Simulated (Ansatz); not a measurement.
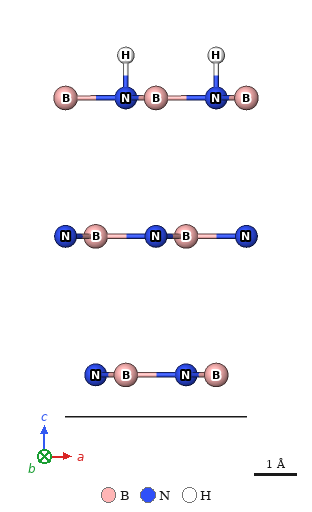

A slab of composition B3HN3 (cut from the R3m phase), before the constrained relaxation. The picture is a ball-and-stick view of the 2 × 3 repeat of the cell, outlined in the plane, without the vacuum, seen along the b axis.

Case: H put at a top N site. The slab is the (0 0 1) face of BN with H on it. 2 atoms are held fixed.

Method: DFT PBE+D3(BJ), scalar-relativistic, plane waves, PAW (Ansatz 0.2.0).

Input
```yaml
crystal:
  lattice:
    - [2.5061138137, 0.0, 0.0]
    - [-1.2530569069, 2.1703582275, 0.0]
    - [0.0, 0.0, 25.5926876598]
  atoms:
    - { symbol: B, position: [0.6666666667, 0.3333333333, 0.3321261179] }
    - { symbol: "N", position: [0.3333333333, 0.6666666667, 0.3322402185] }
    - { symbol: B, position: [0.3333333333, 0.6666666667, 0.4620997201] }
    - { symbol: "N", position: [0.0, 0.0, 0.4621445588] }
    - { symbol: B, position: [0.0, 0.0, 0.5919331885] }
    - { symbol: "N", position: [0.6666666667, 0.3333333333, 0.5920079078] }
    - { symbol: H, position: [0.6666666667, 0.3333333333, 0.6318630419], spin: 1.0 }
basis:
  ecutwfc: 420
kpoints:
  mp_grid: { grid: [12, 12, 1] }
hamiltonian:
  xc: pbe
  dispersion: d3bj
scf:
  occupations: { method: gaussian, width: 0.05 }
output:
  forces: true
  eigenvalues: true
  populations: true
  write_density: true
  write_potential: true
  elf: true
  volumetric_format: npy
magnetization:
  spin_polarized: true
relax:
  adjacent_minimum: "off"
  f_tol: 0.03
  max_steps: 70
  constraints: [{ sites: [0, 1] }]
efield:
  axis: 3
  dipole_correction: true
  ramp_width: 0.04
```

Command:
```bash
ansatz run input.yaml --threads 1 --pin off --max-ram 2560MiB --backend cpu --events-out ev --progress --plain --runs-dir out
```

Where does the constrained relaxation end?

Answer. The largest move is that of H7, 0.63 Å along the normal (+c). By element the largest moves are H 0.63 Å, N 0.55 Å, B 0.10 Å. The cell stays as it was. Some distances before and after: N6–H7 1.020 → 1.099 Å, B5–N6 1.447 → 1.517 Å. Bond angles that change, for instance: B5–N6–H7 90.1° → 107.5°, B5–N6–B5 120.0° → 111.4°, N6–B5–N6 120.0° → 111.4°. Over 10 accepted moves (12 points after the start) the energy falls by 1.146 eV per cell of the calculation. The largest force component goes from 3.7 to 0.0083 eV/Å. The line search rejected the trial step at point 3 of the run. 1 step only repeated the SCF at the same geometry. The program noted that the starting moments weren't kept.

History of the run:

```csv
step,"E − E(0), meV/atom","largest force component, eV/Å",note
0,0.00,3.6641,
1,-36.22,1.9051,
2,-133.86,1.7945,
3,-99.74,3.2962,rejected
4,-153.70,1.3312,
5,-162.30,0.4730,
6,-162.99,0.3966,
7,-163.62,0.0398,
8,-163.64,0.0392,
9,-163.67,0.0479,
10,-163.70,0.0513,
11,-163.71,0.0083,
12,-163.71,0.0083,"same geometry, SCF repeated"
```

The end point in the same view:

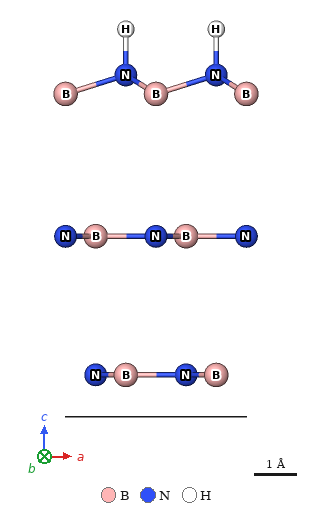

Limits of the set-up: the periodic images lie only 2.5 Å apart, so the values are limited by the cell's size.
